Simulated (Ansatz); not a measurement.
## Single-point calculation of SiO2

System: SiO2 (I-42d, 6 atoms in the cell).
Method: DFT PBE, scalar-relativistic, plane waves, PAW, no spin polarisation (Ansatz 0.2.0).

The structure derives from a Materials Project entry. It belongs to a series of runs on one base structure; here: band edges sought over the zone. Figures and captions count atoms from 1; the log counts them from 0 in places.

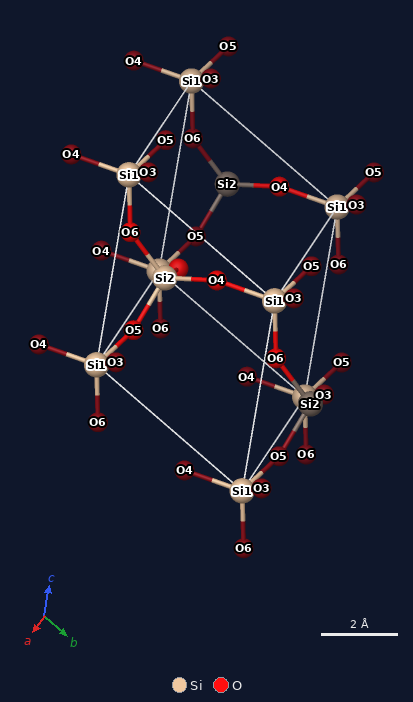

**Figure 1.** The structure (ball-and-stick view of the cell of the calculation, seen at an oblique angle; neighbours outside the cell are drawn fainter; atoms are numbered from 1 in the order of the input). An atom can appear more than once, as a periodic image. Near neighbours in the periodic cell (some may lie outside the picture): Si has 4 O at 1.63 Å; O has 2 Si at 1.63 Å.

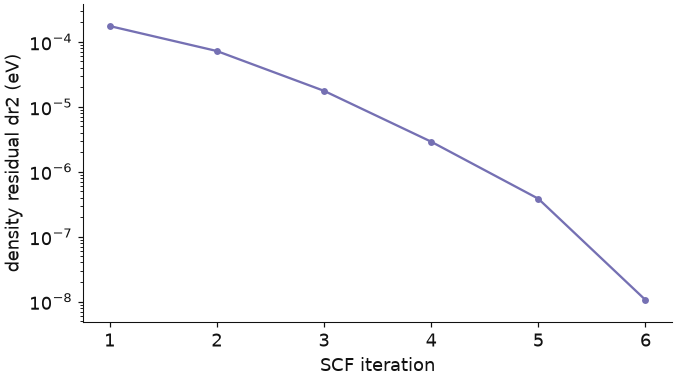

**Figure 2.** Convergence of the self-consistent field: density residual dr2 against the SCF iteration. The residual falls at every step.

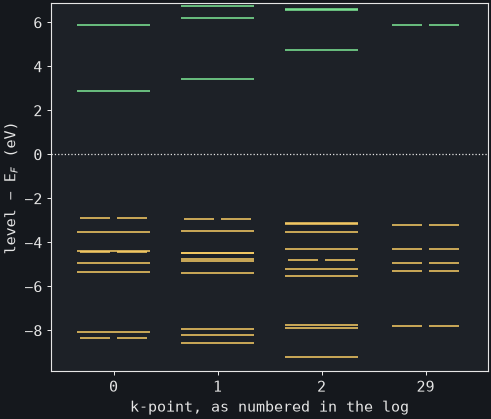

**Figure 3.** Kohn–Sham levels near the Fermi level (dotted) at the few k-points that the log prints; levels within 0.02 eV of each other stand side by side. Among these points the highest filled and lowest empty levels are 5.74 eV apart, which is the gap on the mesh.

The input that produced these results follows, with the program's output.

### Input
```yaml
crystal:
  lattice:
    - [-2.5131482304, 2.5131482304, 3.6858647803]
    - [2.5131482304, -2.5131482304, 3.6858647803]
    - [2.5131482304, 2.5131482304, -3.6858647803]
  atoms:
    - { symbol: Si, position: [0.0, 0.0, 0.0] }
    - { symbol: Si, position: [0.75, 0.25, 0.5] }
    - { symbol: O, position: [0.375, 0.2174794929, 0.3424794929] }
    - { symbol: O, position: [0.9674794929, 0.625, 0.8424794929] }
    - { symbol: O, position: [0.7825205071, 0.125, 0.1575205071] }
    - { symbol: O, position: [0.875, 0.0325205071, 0.6575205071] }
basis:
  ecutwfc: 420
  xc_grid: 2
kpoints:
  mp_grid: { grid: [6, 6, 6] }
  band_path: { path: [VBM, CBM], npoints: 2 }
hamiltonian:
  xc: pbe
scf:
  occupations: { method: gaussian, width: 0.02 }
output:
  forces: true
  stress: true
  eigenvalues: true
```

Run as:
```bash
ansatz run input.yaml --threads 8 --pin off --max-ram 16384MiB --backend cpu --events-out ev --progress --plain --runs-dir out
```

### Log
```
Engine: ansatz 0.2.0, aarch64-unknown-linux-gnu
Pseudopotentials: kind: paw
Pseudopotential: Si, paw, valence charge 4, recommended cutoff 420 eV (normal), Si.paw.azcp
Pseudopotential: O, paw, valence charge 6, recommended cutoff 420 eV (normal), O.paw.azcp
Functional definition: PBE
  parameter kappa = 0.804
  parameter beta = 0.06672455060314922
  exchange = pbe_x(kappa = kappa, mu = beta*pi^2/3)
  correlation = pbe_c(beta = beta)
Crystal: 6 atoms, lattice volume = 93.118 Å³
Basis set: ecut = 420 eV, 1849 PW (Γ), exchange–correlation on 72×72×72 points (8 copies of the dense FFT grid, shifted against one another)
Bands: 22, of which v1, the nominal top of the filled ones, is band 16 counted from 1 (15 counted from 0)
Symmetry: 8 space group operations
Space group: I-42d (ITA 122), of the structure as read, at distance tolerance 4.5e-5 Å
k-points: 30 of 216 (time reversal used)
Non-local potential: Si, projectors of the file, l = 0: 2, l = 1: 2, l = 2: 2
Non-local potential: O, projectors of the file, l = 0: 2, l = 1: 2, l = 2: 1
PAW form: soft (Blöchl's): semilocal exchange-correlation on the pseudo side does not see the compensation charge
PAW one-centre angular grid: Si, 110 points (default); XC on 64 Gauss nodes
PAW one-centre angular grid: O, 110 points (default); XC on 64 Gauss nodes
Initial density: superposition of atomic densities (neutral atoms: chi_scale 0, normalization atom), corrected by the library's trained network
Initial wavefunctions: pseudopotential atomic-orbital guess
Functional: x = pbe(κ = 0.804, μ = 0.2195149727645171), c = pbe(β = 0.06672455060314922)
SCF iter   1: F=—  HF=-3548.206397 eV  |F-HF|=—  |Δ(HF+E_count)|=         —  Δρ=9.03e-4  dr2=1.75e-4  ethr=1.77e-3  ⟨swp⟩=7.1  Hψ=3947  notcnv=0  defer=1
preconditioner: auto → none  [insulator: Δε(μ)=5.734 eV  Ē_g=16.433 eV  σ=0.020 eV  W_gap=1.00  n_scr=14 (ndim 8)  ℏωp=21.8 eV  f_vac=0.264  D(μ)=0.00/eV (n_scr^D=0)  ε∞_Penn≈2.8]
SCF iter   2: F=—  HF=-3548.208919 eV  |F-HF|=—  |Δ(HF+E_count)|=   2.52e-3  Δρ=4.77e-4  dr2=7.22e-5  ethr=5.46e-7  ⟨swp⟩=3.0  Hψ=1763  notcnv=0  defer=45
SCF iter   3: F=—  HF=-3548.209421 eV  |F-HF|=—  |Δ(HF+E_count)|=   5.02e-4  Δρ=1.87e-4  dr2=1.76e-5  ethr=2.26e-7  ⟨swp⟩=2.0  Hψ=1121  notcnv=0  defer=45
SCF iter   4: F=—  HF=-3548.209449 eV  |F-HF|=—  |Δ(HF+E_count)|=   2.78e-5  Δρ=7.27e-5  dr2=2.90e-6  ethr=5.50e-8  ⟨swp⟩=2.0  Hψ=1081  notcnv=0  defer=45
SCF iter   5: F=—  HF=-3548.209449 eV  |F-HF|=—  |Δ(HF+E_count)|=   2.10e-7  Δρ=2.81e-5  dr2=3.84e-7  ethr=9.06e-9  ⟨swp⟩=2.0  Hψ=975  notcnv=0  defer=45
SCF iter   6: F=-3548.209449 eV  HF=-3548.209449 eV  |F-HF|=2.40e-9  |Δ(HF+E_count)|=   4.75e-8  Δρ=5.20e-6  dr2=1.06e-8  ethr=3.13e-10  ⟨swp⟩=10.2  Hψ=3207  notcnv=0
SCF 1 converged in 6 iterations: F = -3548.209449 eV  dr2 = 1.06e-8
  greatest PAW one-centre occupation: 0.861 electrons in one spin orbital (limit 2), on the O atom at site 5 (counted from 0), in its partial waves of l = 0
NSCF: frozen V_eff on 30 k-points
NSCF: frozen V_eff on 30 k-points
NSCF: frozen V_eff on 23 k-points
NSCF: frozen V_eff on 4 k-points
NSCF: frozen V_eff on 3 k-points
NSCF: frozen V_eff on 3 k-points
NSCF: frozen V_eff on 3 k-points
NSCF: frozen V_eff on 3 k-points
SCF converged after 6 iterations
Free energy (F): -3548.209449 eV
Harris-Foulkes:  -3548.209449 eV  (|F-HF|=2.40e-9)
Internal energy: -3548.209449 eV  (E = F + TS)
E sigma→0 (E₀):  -3548.209449 eV
Fermi energy:    3.400627 eV
--- Per-component energies (eV) ---
  E_band       = -195.915320
  E_kinetic    = 802.618306
  E_local      = -2380.291348  (includes V_loc(G=0)·N_el)
  E_nonlocal   = 239.673013
  E_hartree    = 884.050654
  E_xc         = -407.745495
  E_vxc        = -473.151639  (∫ρ·V_xc dr)
  E_paw        = -1662.199357  (= ΣΔE_a)
  E_vpaw       = -152.874032  (= ΣTr[D̂ρ^β])
  E_aug_tail   = 0.010370  (compensation charges beyond the density's cutoff)
  E_ewald      = -1024.325592
  E_smearing   = -0.000000  (= −TS)
  E_closure    = -0.000000  (closes the sum)
  Σ components = -3548.209449   (vs F -3548.209449, Δ=0.00e0)
--- Forces (eV/Å), atoms counted from 1 ---
  atom   1  Si     0.00000000    -0.00000000    -0.00000000
  atom   2  Si     0.00000000     0.00000000     0.00000000
  atom   3  O     -0.00283795    -0.00000000     0.00000000
  atom   4  O     -0.00000000    -0.00283795     0.00000000
  atom   5  O     -0.00000000     0.00283795     0.00000000
  atom   6  O      0.00283795    -0.00000000     0.00000000
  max |Σ_I F_I| component: 2.95e-17 eV/Å
--- Stress (GPa, compression-positive) ---
        0.014649       0.000000       0.000000
        0.000000       0.014649       0.000000
        0.000000       0.000000       0.042563
  P = ⅓ Tr σ = 0.0240 GPa (0.240 kbar)
--- Band table (eV; the first three rows and the last of 30) ---
  k-point 0: bands = ["-18.5487", "-16.5477", "-16.5477", "-16.4885", "-8.6709", "-4.9308", "-4.9308", "-4.6772", "-1.9287", "-1.5164", "-1.0548", "-1.0548", "-1.0043", "-0.1284", "0.5315", "0.5315", "6.2697", "9.2704", "10.7774", "10.8399", "10.8399", "12.4336"]
  k-point 1: bands = ["-18.4408", "-16.7226", "-16.5528", "-16.5012", "-8.3887", "-5.1679", "-4.8013", "-4.5526", "-1.9979", "-1.4319", "-1.3529", "-1.1031", "-1.0663", "-0.0938", "0.4479", "0.4498", "6.8304", "9.5834", "10.1290", "10.6890", "11.6176", "12.0411"]
  k-point 2: bands = ["-18.1328", "-17.1563", "-16.5600", "-16.5300", "-7.6504", "-5.7877", "-4.5000", "-4.3492", "-2.1366", "-1.8042", "-1.3944", "-1.3778", "-0.8836", "-0.1331", "0.2567", "0.2859", "8.1485", "9.9655", "10.0184", "10.7179", "11.7454", "11.8549"]
  k-point 29: bands = ["-17.6618", "-17.6618", "-16.5778", "-16.5778", "-6.5297", "-6.5297", "-4.3803", "-4.3803", "-1.8952", "-1.8952", "-1.5207", "-1.5207", "-0.8987", "-0.8987", "0.1965", "0.1965", "9.2707", "9.2707", "10.7265", "10.7265", "11.8399", "11.8399"]
```

### Key numbers

| quantity | value |
| --- | --- |
| outcome | converged |
| space group (tolerance 0.01 Å) | I-42d (122) |
| electrons treated | 32 |
| free energy | −3548.2094 eV |
| Fermi energy | 3.401 eV |
| gap on the k-point mesh | 5.74 eV |
| gap on the band path | 5.74 eV |
| pressure | 0.02 GPa |
| largest force (length of the vector) | 0.003 eV/Å |
| hardware | 8 threads of Arm Neoverse V2, 24 GiB of memory available, shared host |
| wall time | 2 s (CPU time 14 s) |
| peak memory | 0.41 GiB |
